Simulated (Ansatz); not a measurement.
Zn: several calculations on one system

## 1. Relaxation

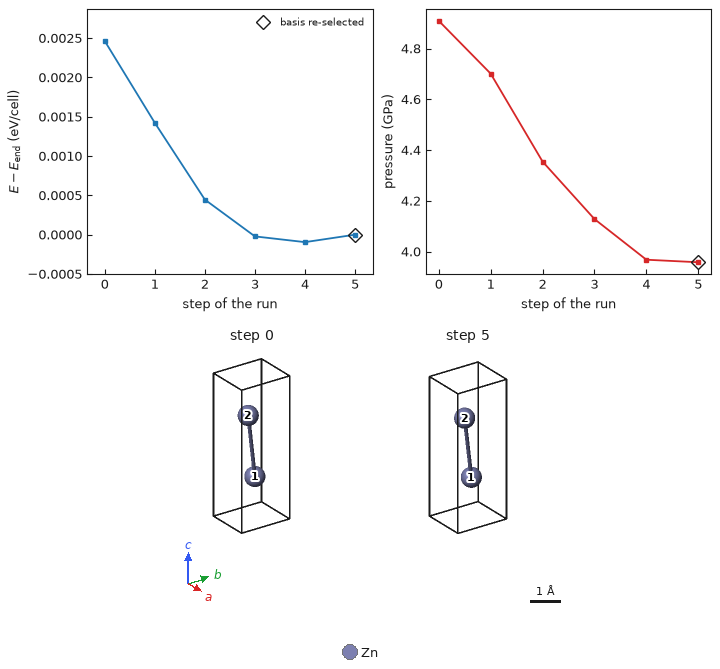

First and last geometry of a relaxation of a crystal of Zn (set up in P6_3/mmc), with the history of the run. Style: ball-and-stick. Shown: the cell of the calculation, slightly off an axis.

Case: volume × 0.94, shape and atoms relaxed.

These are results of DFT PBE, scalar-relativistic, plane waves, PAW (Ansatz), not measurements. Settings: plane-wave cutoff 420 eV; k-point mesh 18 × 18 × 8; occupations gaussian; smearing width 0.1 eV; no spin polarisation; cell relaxed at fixed volume; force threshold 0.01 eV/Å; at most 30 steps.

Question: What do the curves and the structures tell?

Answer: It converged. After 4 accepted moves (5 points after the start) the energy has fallen by 2.5 meV per cell of the calculation. All forces vanish by symmetry, so only the cell relaxes. The pressure goes from 4.91 to 3.96 GPa. The SCF was repeated once at an unchanged geometry on a basis and grid sized afresh for the cell, which shifted the energy by 0.1 meV per cell of the calculation at most. The atoms keep their places relative to the cell (all moves are under 0.005 Å). The drawn cell changes at constant volume: a = b 2.592 → 2.624 Å (+1.2 %), c 4.955 → 4.837 Å (−2.4 %). Among the contacts that change: Zn1–Zn2 2.894 → 2.854 Å, Zn1–Zn1 2.592 → 2.624 Å. The space group stays P6_3/mmc (No. 194).

## 2. Relaxation

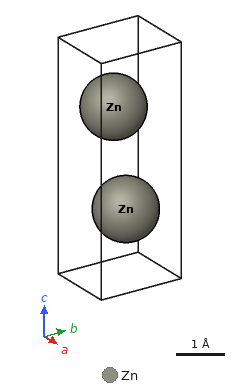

This is the input geometry for a relaxation of crystalline Zn (set up in P6_3/mmc). Style: spheres-only. Shown: the cell of the calculation, slightly off an axis.

Case: volume × 0.97, shape and atoms relaxed.

All numbers below come from Ansatz 0.2.0, DFT PBE, scalar-relativistic, plane waves, PAW.

Input file:
```yaml
crystal:
  lattice:
    - [2.6067218339, 0.0, 0.0]
    - [-1.303360917, 2.2574873288, 0.0]
    - [0.0, 0.0, 5.0566420275]
  atoms:
    - { symbol: Zn, position: [0.3333333333, 0.6666666667, 0.25] }
    - { symbol: Zn, position: [0.6666666667, 0.3333333333, 0.75] }
basis:
  ecutwfc: 420
kpoints:
  mp_grid: { grid: [18, 18, 8] }
hamiltonian:
  xc: pbe
scf:
  occupations: { method: gaussian, width: 0.1 }
output:
  forces: true
  stress: true
  eigenvalues: true
relax:
  adjacent_minimum: "off"
  f_tol: 0.01
  max_steps: 30
  cell: { stress_tol: 0.1, fix: [volume] }
```

Launched with:
```bash
ansatz run input.yaml --threads 1 --pin off --max-ram 2560MiB --backend cpu --events-out ev --progress --plain --runs-dir out
```

What does the optimiser find from here?

Answer. The atoms keep their places relative to the cell (all moves are under 0.005 Å). The drawn cell changes at constant volume: a = b 2.607 → 2.620 Å (+0.5 %), c 5.057 → 5.007 Å (−1.0 %). Among the contacts that change: Zn1–Zn2 2.942 → 2.925 Å, Zn1–Zn1 2.607 → 2.620 Å. The space group stays P6_3/mmc (No. 194). After 2 accepted moves (3 points after the start) the energy has fallen by 1.2 meV per cell of the calculation. All forces vanish by symmetry, so only the cell relaxes. Pressure: 2.45 GPa at the start and 2.01 GPa at the end. The SCF was repeated once at an unchanged geometry on a basis and grid sized afresh for the cell, which shifted the energy by less than 0.05 meV per cell of the calculation at most.

Step by step:

```csv
step,"E − E(0), meV/atom","pressure, GPa",note
0,0.00,2.45,
1,-0.36,2.28,
2,-0.62,2.01,
3,-0.61,2.01,"same geometry, new basis"
```

The end point in the same view:

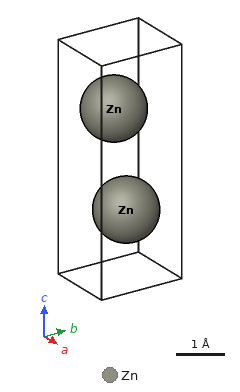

## 3. A change

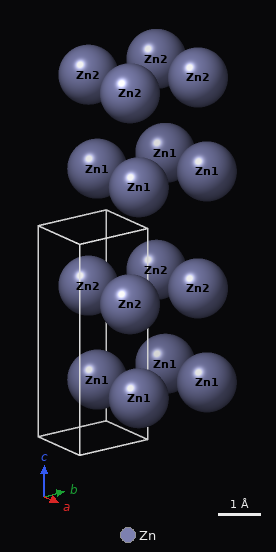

Reference structure: crystalline Zn (set up in P6_3/mmc). The picture is a spheres-only view of the cell of the calculation, repeated 2 × 2 × 2 with one cell outlined, seen slightly off an axis.

Theory: Ansatz, DFT PBE, scalar-relativistic, plane waves, PAW. (plane-wave cutoff 420 eV; k-point mesh 18 × 18 × 8; occupations gaussian; smearing width 0.1 eV; no spin polarisation)

Change: The volume is changed by +3.0 %. The cell's shape and the atoms are relaxed at that volume.

Input file:
```yaml
crystal:
  lattice:
    - [2.659397073, 0.0, 0.0]
    - [-1.3296985365, 2.303105424, 0.0]
    - [0.0, 0.0, 5.1588239421]
  atoms:
    - { symbol: Zn, position: [0.3333333333, 0.6666666667, 0.25] }
    - { symbol: Zn, position: [0.6666666667, 0.3333333333, 0.75] }
basis:
  ecutwfc: 420
kpoints:
  mp_grid: { grid: [18, 18, 8] }
hamiltonian:
  xc: pbe
scf:
  occupations: { method: gaussian, width: 0.1 }
output:
  forces: true
  stress: true
  eigenvalues: true
relax:
  adjacent_minimum: "off"
  f_tol: 0.01
  max_steps: 30
  cell: { stress_tol: 0.1, fix: [volume] }
```

Launched with:
```bash
ansatz run input.yaml --threads 1 --pin off --max-ram 2560MiB --backend cpu --events-out ev --progress --plain --runs-dir out
```

What is the effect?

Answer. The volume changes by +3.0 %, with a = b 2.633 → 2.649 Å (+0.6 %), c 5.108 → 5.200 Å (+1.8 %). No atom moves by more than 0.005 Å relative to the cell. Near-neighbour distances before and after: Zn–Zn 2.633 → 2.649 Å. The space group stays P6_3/mmc (No. 194). Energy change: +2.6 meV per atom. The pressure goes from 0.0 to −1.7 GPa.

The changed structure in the same view:

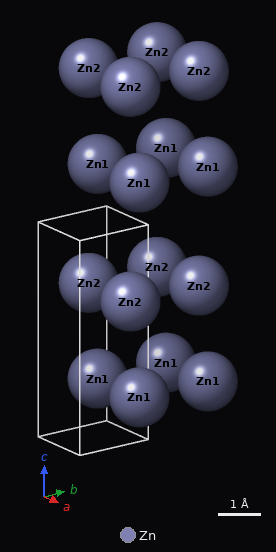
